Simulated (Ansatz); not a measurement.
Ti: geometry relaxation

Ti (Fm-3m, 1 atom in the cell), computed with DFT PBE, scalar-relativistic, plane waves, PAW, PAW set soft_1, no spin polarisation (Ansatz 0.2.0).

The structure derives from an entry of the Crystallography Open Database. Figures and captions count atoms from 1; the log counts them from 0 in places.

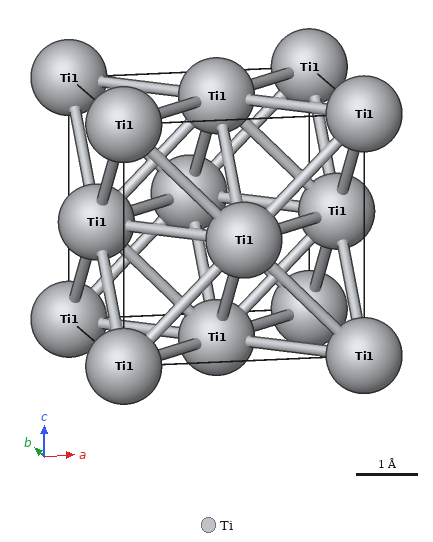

Figure 1. The structure as given in the input (ball-and-stick view of the cell 4 times as large as that of the calculation, set on its symmetry axes, seen slightly off an axis; atoms are numbered from 1 in the order of the input). Near neighbours in the crystal (not all of them lie inside the picture): Ti has 12 Ti at 2.87 Å.

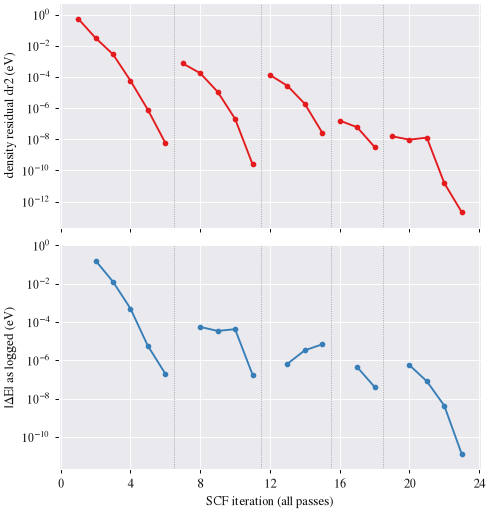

Figure 2. Convergence of the self-consistent field: density residual dr2 and size of the energy change against the SCF iteration. The dotted lines part the SCF passes of the relaxation: geometry steps, rejected trials and re-solves on a re-selected basis. The 5 passes take 3 to 6 iterations each, 23 in all.

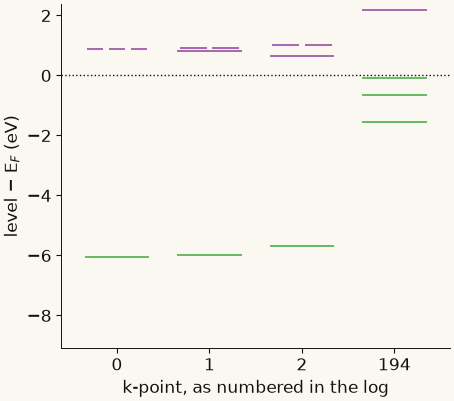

Figure 3. Kohn–Sham levels near the Fermi level (dotted) at the few k-points that the log prints; levels within 0.02 eV of each other stand side by side. The system is metallic on the full mesh.

These pictures come from the run below.

**The input**
```yaml
crystal:
  lattice:
    - [0.0, 2.03, 2.03]
    - [2.03, 0.0, 2.03]
    - [2.03, 2.03, 0.0]
  atoms:
    - { symbol: Ti, position: [0.0, 0.0, 0.0] }
basis:
  ecutwfc: 520.0
kpoints:
  mp_grid: { grid: [18, 18, 18] }
hamiltonian:
  xc: pbe
  pseudopotentials: { kind: paw, azcp: { folder: soft_1 } }
scf:
  occupations: { method: gaussian, width: 0.1 }
output:
  forces: true
  stress: true
  eigenvalues: true
relax:
  adjacent_minimum: "off"
  f_tol: 0.005
  max_steps: 80
  cell: { stress_tol: 0.05 }
```

Launched with:
```bash
ansatz run input.yaml --threads 1 --pin off --max-ram 2048MiB --backend cpu --events-out ev --progress --plain --runs-dir out
```

**Log**
```
Engine: ansatz 0.2.0, aarch64-unknown-linux-gnu
Pseudopotentials: kind: paw
Pseudopotential: Ti, paw, valence charge 12, recommended cutoff 420 eV (normal), [file]
Functional definition: PBE
  parameter kappa = 0.804
  parameter beta = 0.06672455060314922
  exchange = pbe_x(kappa = kappa, mu = beta*pi^2/3)
  correlation = pbe_c(beta = beta)
Crystal: 1 atoms, lattice volume = 16.731 Å³
Basis set: ecut = 520 eV, 459 PW (Γ), exchange–correlation on 48×48×48 points (8 copies of the dense FFT grid, shifted against one another)
Bands: 10, of which v1, the nominal top of the filled ones, is band 6 counted from 1 (5 counted from 0)
Symmetry: 48 space group operations
Space group: Fm-3m (ITA 225), of the structure as read, at distance tolerance 2.6e-5 Å
k-points: 195 of 5832
Non-local potential: Ti, projectors of the file, l = 0: 3, l = 1: 2, l = 2: 3, l = 3: 1
PAW form: soft (Blöchl's): semilocal exchange-correlation on the pseudo side does not see the compensation charge
PAW one-centre angular grid: Ti, 590 points (default); XC on 64 Gauss nodes
Initial density: superposition of atomic densities (chi_scale 0.1, normalization cell)
Initial wavefunctions: pseudopotential atomic-orbital guess
Functional: x = pbe(κ = 0.804, μ = 0.2195149727645171), c = pbe(β = 0.06672455060314922)
SCF iter   1: F=—  HF=-2499.780663 eV  |F-HF|=—  |Δ(HF+E_count)|=         —  Δρ=5.66e-2  dr2=5.46e-1  ethr=3.10e-3  ⟨swp⟩=4.4  Hψ=10047  notcnv=0
preconditioner: auto → none  [metal: Δε(μ)=0.004 eV  Ē_g=4.641 eV  σ=0.100 eV  W_gap=0.02  n_scr=0 (ndim 8)  ℏωp=18.2 eV  f_vac=0.000  D(μ)=1.45/eV (n_scr^D=14)]
SCF iter   2: F=—  HF=-2499.620642 eV  |F-HF|=—  |Δ(HF+E_count)|=   1.60e-1  Δρ=1.83e-2  dr2=3.13e-2  ethr=3.10e-3  ⟨swp⟩=2.9  Hψ=5419  notcnv=0  defer=11
SCF iter   3: F=—  HF=-2499.608059 eV  |F-HF|=—  |Δ(HF+E_count)|=   1.26e-2  Δρ=6.18e-3  dr2=2.82e-3  ethr=2.61e-4  ⟨swp⟩=2.0  Hψ=3506  notcnv=0  defer=11
SCF iter   4: F=—  HF=-2499.607560 eV  |F-HF|=—  |Δ(HF+E_count)|=   5.00e-4  Δρ=7.89e-4  dr2=5.72e-5  ethr=2.35e-5  ⟨swp⟩=2.0  Hψ=2985  notcnv=0  defer=11
SCF iter   5: F=—  HF=-2499.607554 eV  |F-HF|=—  |Δ(HF+E_count)|=   5.59e-6  Δρ=7.68e-5  dr2=7.69e-7  ethr=4.77e-7  ⟨swp⟩=2.8  Hψ=3134  notcnv=0  defer=11
SCF iter   6: F=-2499.607554 eV  HF=-2499.607554 eV  |F-HF|=5.17e-9  |Δ(HF+E_count)|=   1.98e-7  Δρ=6.32e-6  dr2=5.83e-9  ethr=8.33e-10  ⟨swp⟩=5.2  Hψ=9106  notcnv=0
SCF 1 converged in 6 iterations: F = -2499.607554 eV  dr2 = 5.83e-9
  greatest PAW one-centre occupation: 0.999 electrons in one spin orbital (limit 2), on the Ti atom at site 0 (counted from 0), in its partial waves of l = 0
relax step   1: F+E_penalty+E_count = -2499.60755386 eV  Δ(F+E_penalty+E_count) = +0.000e0 eV  max|allowed force component| = 0.000e0 eV/Å  Δτ_max = 0.0000 Å  P = +4.363 GPa  Ω = 16.731 Å³  (6 SCF iters, dr2 threshold 1.00e-7 eV, accepted)
Crystal: 1 atoms, lattice volume = 17.873 Å³
Basis set: ecut = 520 eV, 531 PW (Γ), exchange–correlation on 48×48×48 points (8 copies of the dense FFT grid, shifted against one another)
Initial density: handed on by an earlier stage of this run
Initial wavefunctions: those handed on with the density
iter 1 solved again at ethr=5.94e-6 eV; its pass at ethr=3.10e-3 eV (dr2=7.12e-4 eV) is discarded
SCF iter   1: F=—  HF=-2499.611252 eV  |F-HF|=—  |Δ(HF+E_count)|=         —  Δρ=1.95e-3  dr2=7.31e-4  ethr=5.94e-6  ⟨swp⟩=1.2  Hψ=13669  notcnv=0
preconditioner: auto → none  [metal: Δε(μ)=0.001 eV  Ē_g=3.987 eV  σ=0.100 eV  W_gap=0.00  n_scr=0 (ndim 8)  ℏωp=17.6 eV  f_vac=0.000  D(μ)=1.81/eV (n_scr^D=26)]
SCF iter   2: F=—  HF=-2499.611308 eV  |F-HF|=—  |Δ(HF+E_count)|=   5.53e-5  Δρ=1.34e-3  dr2=1.74e-4  ethr=5.94e-6  ⟨swp⟩=2.2  Hψ=2908  notcnv=0
SCF iter   3: F=—  HF=-2499.611342 eV  |F-HF|=—  |Δ(HF+E_count)|=   3.42e-5  Δρ=4.24e-4  dr2=1.11e-5  ethr=1.45e-6  ⟨swp⟩=2.9  Hψ=3092  notcnv=0
SCF iter   4: F=—  HF=-2499.611384 eV  |F-HF|=—  |Δ(HF+E_count)|=   4.22e-5  Δρ=4.16e-5  dr2=2.05e-7  ethr=9.23e-8  ⟨swp⟩=2.0  Hψ=2342  notcnv=0
SCF iter   5: F=-2499.611384 eV  HF=-2499.611384 eV  |F-HF|=1.68e-10  |Δ(HF+E_count)|=   1.80e-7  Δρ=1.69e-6  dr2=2.53e-10  ethr=8.33e-10  ⟨swp⟩=4.5  Hψ=7244  notcnv=0
SCF 2 converged in 5 iterations: F = -2499.611384 eV  dr2 = 2.53e-10
relax step   2: F+E_penalty+E_count = -2499.61138437 eV  Δ(F+E_penalty+E_count) = -3.831e-3 eV  max|allowed force component| = 0.000e0 eV/Å  Δτ_max = 0.0000 Å  P = -2.873 GPa  Ω = 17.873 Å³  energy of the carried Pulay correction = -2.305e-4 eV  (5 SCF iters, dr2 threshold 1.00e-7 eV, accepted)
Crystal: 1 atoms, lattice volume = 17.401 Å³
iter 1 solved again at ethr=1.15e-6 eV; its pass at ethr=3.10e-3 eV (dr2=1.38e-4 eV) is discarded
SCF iter   1: F=—  HF=-2499.615981 eV  |F-HF|=—  |Δ(HF+E_count)|=         —  Δρ=8.42e-4  dr2=1.33e-4  ethr=1.15e-6  ⟨swp⟩=1.4  Hψ=13685  notcnv=0
preconditioner: auto → none  [metal: Δε(μ)=0.005 eV  Ē_g=4.116 eV  σ=0.100 eV  W_gap=0.03  n_scr=0 (ndim 8)  ℏωp=17.8 eV  f_vac=0.000  D(μ)=1.76/eV (n_scr^D=14)]
SCF iter   2: F=—  HF=-2499.615982 eV  |F-HF|=—  |Δ(HF+E_count)|=   6.53e-7  Δρ=5.41e-4  dr2=2.71e-5  ethr=1.11e-6  ⟨swp⟩=2.1  Hψ=2857  notcnv=0
SCF iter   3: F=—  HF=-2499.615985 eV  |F-HF|=—  |Δ(HF+E_count)|=   3.32e-6  Δρ=1.81e-4  dr2=1.87e-6  ethr=2.26e-7  ⟨swp⟩=2.9  Hψ=3053  notcnv=0
SCF iter   4: F=-2499.615992 eV  HF=-2499.615992 eV  |F-HF|=1.06e-8  |Δ(HF+E_count)|=   6.79e-6  Δρ=1.21e-5  dr2=2.65e-8  ethr=8.33e-10  ⟨swp⟩=3.3  Hψ=7887  notcnv=0
SCF 3 converged in 4 iterations: F = -2499.615992 eV  dr2 = 2.65e-8
relax step   3: F+E_penalty+E_count = -2499.61599204 eV  Δ(F+E_penalty+E_count) = -4.608e-3 eV  max|allowed force component| = 0.000e0 eV/Å  Δτ_max = 0.0000 Å  P = -0.138 GPa  Ω = 17.401 Å³  energy of the carried Pulay correction = -1.372e-4 eV  (4 SCF iters, dr2 threshold 1.00e-7 eV, accepted)
Crystal: 1 atoms, lattice volume = 17.378 Å³
iter 1 solved again at ethr=9.82e-10 eV; its pass at ethr=3.10e-3 eV (dr2=1.18e-7 eV) is discarded
SCF iter   1: F=—  HF=-2499.616006 eV  |F-HF|=—  |Δ(HF+E_count)|=         —  Δρ=3.23e-5  dr2=1.58e-7  ethr=9.82e-10  ⟨swp⟩=2.0  Hψ=12838  notcnv=0
preconditioner: auto → none  [metal: Δε(μ)=0.009 eV  Ē_g=4.116 eV  σ=0.100 eV  W_gap=0.05  n_scr=0 (ndim 8)  ℏωp=17.8 eV  f_vac=0.000  D(μ)=1.76/eV (n_scr^D=14)]
SCF iter   2: F=—  HF=-2499.616006 eV  |F-HF|=—  |Δ(HF+E_count)|=   4.44e-7  Δρ=2.54e-5  dr2=5.93e-8  ethr=9.82e-10  ⟨swp⟩=2.0  Hψ=3135  notcnv=0
SCF iter   3: F=-2499.616006 eV  HF=-2499.616006 eV  |F-HF|=8.79e-9  |Δ(HF+E_count)|=   4.08e-8  Δρ=6.07e-6  dr2=3.21e-9  ethr=3.95e-10  ⟨swp⟩=4.9  Hψ=8475  notcnv=0
SCF 4 converged in 3 iterations: F = -2499.616006 eV  dr2 = 3.21e-9
relax step   4: F+E_penalty+E_count = -2499.61600626 eV  Δ(F+E_penalty+E_count) = -1.422e-5 eV  max|allowed force component| = 0.000e0 eV/Å  Δτ_max = 0.0000 Å  P = +0.005 GPa  Ω = 17.378 Å³  energy of the carried Pulay correction = -1.325e-4 eV  (3 SCF iters, dr2 threshold 4.74e-8 eV, accepted)
Initial wavefunctions: pseudopotential atomic-orbital guess (no wavefunctions were taken with the density)
iter 1 solved again at ethr=7.38e-10 eV; its pass at ethr=3.10e-3 eV (dr2=8.86e-8 eV) is discarded
SCF iter   1: F=—  HF=-2499.616154 eV  |F-HF|=—  |Δ(HF+E_count)|=         —  Δρ=3.41e-5  dr2=1.55e-8  ethr=7.38e-10  ⟨swp⟩=3.0  Hψ=16365  notcnv=0
SCF iter   2: F=—  HF=-2499.616154 eV  |F-HF|=—  |Δ(HF+E_count)|=   5.60e-7  Δρ=1.87e-5  dr2=9.43e-9  ethr=1.29e-10  ⟨swp⟩=2.0  Hψ=3082  notcnv=0
SCF iter   3: F=—  HF=-2499.616155 eV  |F-HF|=—  |Δ(HF+E_count)|=   8.00e-8  Δρ=8.71e-6  dr2=1.27e-8  ethr=7.86e-11  ⟨swp⟩=2.1  Hψ=2811  notcnv=0
SCF iter   4: F=—  HF=-2499.616155 eV  |F-HF|=—  |Δ(HF+E_count)|=   4.27e-9  Δρ=4.63e-7  dr2=1.54e-11  ethr=7.86e-11  ⟨swp⟩=2.0  Hψ=2806  notcnv=0
SCF iter   5: F=-2499.616155 eV  HF=-2499.616155 eV  |F-HF|=9.09e-13  |Δ(HF+E_count)|=  1.27e-11  Δρ=5.87e-8  dr2=2.13e-13  ethr=1.00e-12  ⟨swp⟩=4.3  Hψ=6343  notcnv=0
SCF 5 converged in 5 iterations: F = -2499.616155 eV  dr2 = 2.13e-13
relax step   5: F+E_penalty+E_count = -2499.61615457 eV  Δ(F+E_penalty+E_count) = -1.483e-4 eV  max|allowed force component| = 0.000e0 eV/Å  Δτ_max = 0.0000 Å  P = +0.011 GPa  Ω = 17.378 Å³  stress off target by 1.09e-2 GPa  SCF on the basis re-selected at this cell (its energy is not comparable with the rows above)  (5 SCF iters)
basis re-selected at this cell: Δ(F+E_penalty+E_count) = -1.483e-4 eV, ΔP = +0.006 GPa vs the last step (what re-selecting the basis moved, of the pressure what is left beyond the Pulay correction that the steps carried, after the strain that the cell walked since its last selection, with what the two solves' SCF thresholds leave and, on support functions, any second-order correction that the steps lacked; it is no measure of the basis error at this ecutwfc). This SCF's stress stands 1.09e-2 GPa from its target on what of the cell is left free (relax.cell.stress_tol is 5.00e-2 GPa) and its largest allowed force component is 0.00e0 eV/Å (relax.f_tol is 5.00e-3 eV/Å): within both
SCF converged after 5 iterations
Free energy (F): -2499.616155 eV
Harris-Foulkes:  -2499.616155 eV  (|F-HF|=9.09e-13)
Internal energy: -2499.607358 eV  (E = F + TS)
E sigma→0 (E₀):  -2499.611756 eV
Entropy (-TS):   -0.008796 eV (-8.796 meV/atom)
Fermi energy:    13.163859 eV
--- Per-component energies (eV) ---
  E_band       = -158.355418
  E_kinetic    = 281.203022
  E_local      = -873.155895  (includes V_loc(G=0)·N_el)
  E_nonlocal   = 60.533246
  E_hartree    = 346.213632
  E_xc         = -116.123637
  E_vxc        = -145.406710  (∫ρ·V_xc dr)
  E_paw        = -1042.199085  (= ΣΔE_a)
  E_vpaw       = -173.956327  (= ΣTr[D̂ρ^β])
  E_aug_tail   = -0.000029  (compensation charges beyond the density's cutoff)
  E_ewald      = -1156.078611
  E_smearing   = -0.008796  (= −TS)
  E_closure    = 0.000000  (closes the sum)
  Σ components = -2499.616155   (vs F -2499.616155, Δ=0.00e0)
--- Forces (eV/Å), atoms counted from 1 ---
  atom   1  Ti    -0.00000000    -0.00000000     0.00000000
  max |Σ_I F_I| component: 6.57e-32 eV/Å
--- Stress (GPa, compression-positive) ---
        0.010939       0.000000      -0.000000
        0.000000       0.010939       0.000000
       -0.000000       0.000000       0.010939
  P = ⅓ Tr σ = 0.0109 GPa (0.109 kbar)
--- Band table (eV; the first three rows and the last of 195) ---
  k-point 0: bands = ["-43.5014", "-19.3786", "-19.3786", "-19.3786", "7.0965", "14.0413", "14.0413", "14.0413", "15.6770", "15.6770"]
  k-point 1: bands = ["-43.4977", "-19.3995", "-19.3812", "-19.3812", "7.1962", "13.9791", "14.0779", "14.0779", "15.6532", "15.6532"]
  k-point 2: bands = ["-43.4872", "-19.4595", "-19.3888", "-19.3888", "7.4886", "13.8093", "14.1731", "14.1731", "15.5998", "15.5998"]
  k-point 194: bands = ["-43.3384", "-19.8445", "-19.7770", "-19.6234", "11.6006", "12.5073", "13.0837", "15.3590", "17.0226", "20.9715"]
--- Relaxed structure (4 steps of the walk, 4 accepted, 1 SCFs on fresh bases) ---
  F+E_penalty+E_count = -2499.61615457 eV   max|allowed force component| = 0.000e0 eV/Å   (the final SCF, on the basis selected at the relaxed cell)
  cell:  # Å, volume = 17.3784 Å³
    - [-2.4203017156254057e-34, 2.055858451342317, 2.055858451342317]
    - [2.055858451342317, 5.477524935362759e-34, 2.055858451342317]
    - [2.055858451342317, 2.055858451342317, -1.5286116098686774e-34]
  atoms:
    - { symbol: Ti, position: [0.0, 0.0, 0.0] }
```

**Trajectory as extended XYZ (Å, eV, eV/Å), 5 frames, from step=1 to step=5**
```
1
Lattice="0.0000 2.0300 2.0300 2.0300 0.0000 2.0300 2.0300 2.0300 0.0000" Properties=species:S:1:pos:R:3:forces:R:3 step=1 energy=-2499.60755 pressure_GPa=4.36
Ti    0.0000    0.0000    0.0000    0.0000   0.0000   0.0000
1
Lattice="0.0000 2.0752 2.0752 2.0752 0.0000 2.0752 2.0752 2.0752 0.0000" Properties=species:S:1:pos:R:3:forces:R:3 step=2 energy=-2499.61138 pressure_GPa=-2.87
Ti    0.0000    0.0000    0.0000    0.0000   0.0000   0.0000
1
Lattice="0.0000 2.0568 2.0568 2.0568 0.0000 2.0568 2.0568 2.0568 0.0000" Properties=species:S:1:pos:R:3:forces:R:3 step=3 energy=-2499.61599 pressure_GPa=-0.14
Ti    0.0000    0.0000    0.0000    0.0000   0.0000   0.0000
1
Lattice="0.0000 2.0559 2.0559 2.0559 0.0000 2.0559 2.0559 2.0559 0.0000" Properties=species:S:1:pos:R:3:forces:R:3 step=4 energy=-2499.61601 pressure_GPa=0.01
Ti    0.0000    0.0000    0.0000    0.0000   0.0000   0.0000
1
Lattice="0.0000 2.0559 2.0559 2.0559 0.0000 2.0559 2.0559 2.0559 0.0000" Properties=species:S:1:pos:R:3:forces:R:3 step=5 energy=-2499.61616 pressure_GPa=0.01
Ti    0.0000    0.0000    0.0000    0.0000   0.0000   0.0000
```

**Key numbers**

| quantity | value |
| --- | --- |
| outcome | converged |
| space group (tolerance 0.01 Å) | Fm-3m (225) |
| electrons treated | 12 |
| free energy | −2499.6162 eV |
| Fermi energy | 13.164 eV |
| gap on the k-point mesh | none (metallic) |
| pressure | 0.01 GPa |
| final volume | 17.38 Å³ |
| largest force (length of the vector) at the end | under 0.001 eV/Å |
| final cell | a = 2.907 Å, b = 2.907 Å, c = 2.907 Å, α = 60.00°, β = 60.00°, γ = 60.00° |
| hardware | 1 thread of Arm Neoverse N1, 98 GiB of memory available, shared host |
| wall time | 24 s |
| peak memory | 0.33 GiB |
